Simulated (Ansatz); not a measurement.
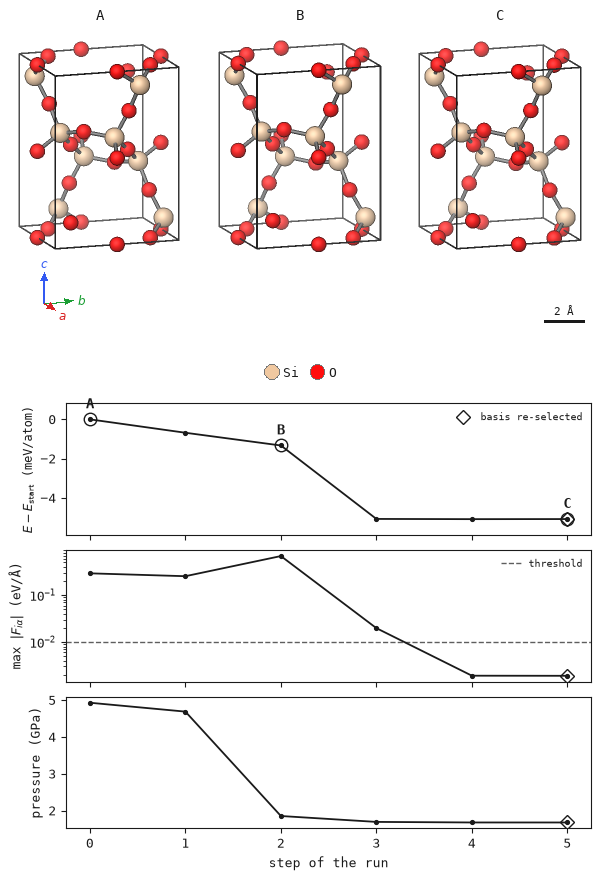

Frames of a relaxation of solid SiO$_{2}$ (set up in Cmce), marked on the history of the run. The picture is a ball-and-stick view of the cell of the calculation, seen slightly off an axis.

Case: volume × 0.97, shape and atoms relaxed.

The calculation used Ansatz 0.2.0, DFT r2SCAN, scalar-relativistic, plane waves, PAW.

Input file:
```yaml
crystal:
  lattice:
    - [4.4876210273, -5.0268572761, 0.0]
    - [4.4876210273, 5.0268572761, 0.0]
    - [0.0, 0.0, 8.8665571404]
  atoms:
    - { symbol: Si, position: [0.3052533338, 0.0348816137, 0.9079587736] }
    - { symbol: Si, position: [0.4651183863, 0.1947466662, 0.5920412264] }
    - { symbol: Si, position: [0.0348816137, 0.3052533338, 0.0920412264] }
    - { symbol: Si, position: [0.1947466662, 0.4651183863, 0.4079587736] }
    - { symbol: Si, position: [0.9651183863, 0.6947466662, 0.9079587736] }
    - { symbol: Si, position: [0.6947466662, 0.9651183863, 0.0920412264] }
    - { symbol: Si, position: [0.8052533338, 0.5348816137, 0.5920412264] }
    - { symbol: Si, position: [0.5348816137, 0.8052533338, 0.4079587736] }
    - { symbol: O, position: [0.8206918439, 0.8206918439, 0.0] }
    - { symbol: O, position: [0.6350346497, 0.8649653503, 0.25] }
    - { symbol: O, position: [0.6793081561, 0.6793081561, 0.5] }
    - { symbol: O, position: [0.324918719, 0.675081281, 0.3805931656] }
    - { symbol: O, position: [0.1350346497, 0.3649653503, 0.25] }
    - { symbol: O, position: [0.8649653503, 0.6350346497, 0.75] }
    - { symbol: O, position: [0.1793081561, 0.1793081561, 0.0] }
    - { symbol: O, position: [0.3649653503, 0.1350346497, 0.75] }
    - { symbol: O, position: [0.0, 0.5, 0.0] }
    - { symbol: O, position: [0.175081281, 0.824918719, 0.8805931656] }
    - { symbol: O, position: [0.675081281, 0.324918719, 0.6194068344] }
    - { symbol: O, position: [0.824918719, 0.175081281, 0.1194068344] }
    - { symbol: O, position: [0.3206918439, 0.3206918439, 0.5] }
    - { symbol: O, position: [0.5, 0.0, 0.0] }
    - { symbol: O, position: [0.0, 0.5, 0.5] }
    - { symbol: O, position: [0.5, 0.0, 0.5] }
basis:
  ecutwfc: 500
kpoints:
  mp_grid: { grid: [4, 4, 4] }
hamiltonian:
  xc: r2scan
scf:
  occupations: { method: gaussian, width: 0.02 }
output:
  forces: true
  stress: true
  eigenvalues: true
relax:
  adjacent_minimum: "off"
  f_tol: 0.01
  max_steps: 30
  cell: { stress_tol: 0.1, fix: [volume] }
```

Launched with:
```bash
ansatz run input.yaml --threads 4 --pin off --max-ram 10240MiB --backend cpu --events-out ev --progress --plain --runs-dir out
```

Question: Describe the path.

Answer: After 4 accepted moves (5 points after the start) the energy has fallen by 5.1 meV per atom. The largest force component goes from 0.29 to 0.0019 eV/Å. Pressure: 4.93 GPa at the start and 1.68 GPa at the end. At 1 point the geometry stayed and the basis and grid were re-selected for the new cell (energy shift of less than 0.05 meV per atom at most each time). The largest moves relative to the cell, 0.14 Å, are those of O9, O11, O15 and O21. O21 goes along [1 1 0]. Largest moves by element: O 0.14 Å, Si 0.04 Å. The drawn cell changes at constant volume: a = b 6.739 → 6.730 Å (−0.1 %), c 8.867 → 8.870 Å (0.0 %), γ 96.5° → 95.3°. Among the contacts that change: Si1–O18 1.597 → 1.613 Å, Si1–O15 1.587 → 1.597 Å. Bond angles that change, for instance: Si4–O12–Si8 145.9° → 138.5°, Si6–O10–Si8 165.3° → 160.3°, Si2–O21–Si4 174.0° → 178.2°. The space group stays Cmce (No. 64). The run took 3.1 min on 4 threads of Oxide Virtual Turin-like Processor (Zen 5), with other jobs on the host, peak memory 2.3 GiB. From step 0 to 2: O atoms move most (0.13 Å), energy −1.3 meV per atom. From step 2 to 5: O atoms move most (0.05 Å), energy −3.7 meV per atom.

| step | E − E(0), meV/atom | largest force component, eV/Å | pressure, GPa | note |
| --- | --- | --- | --- | --- |
| 0 | 0.00 | 0.2927 | 4.93 |  |
| 1 | -0.68 | 0.2542 | 4.69 |  |
| 2 | -1.33 | 0.6845 | 1.85 |  |
| 3 | -5.07 | 0.0198 | 1.69 |  |
| 4 | -5.08 | 0.0019 | 1.68 |  |
| 5 | -5.07 | 0.0019 | 1.68 | same geometry, new basis |
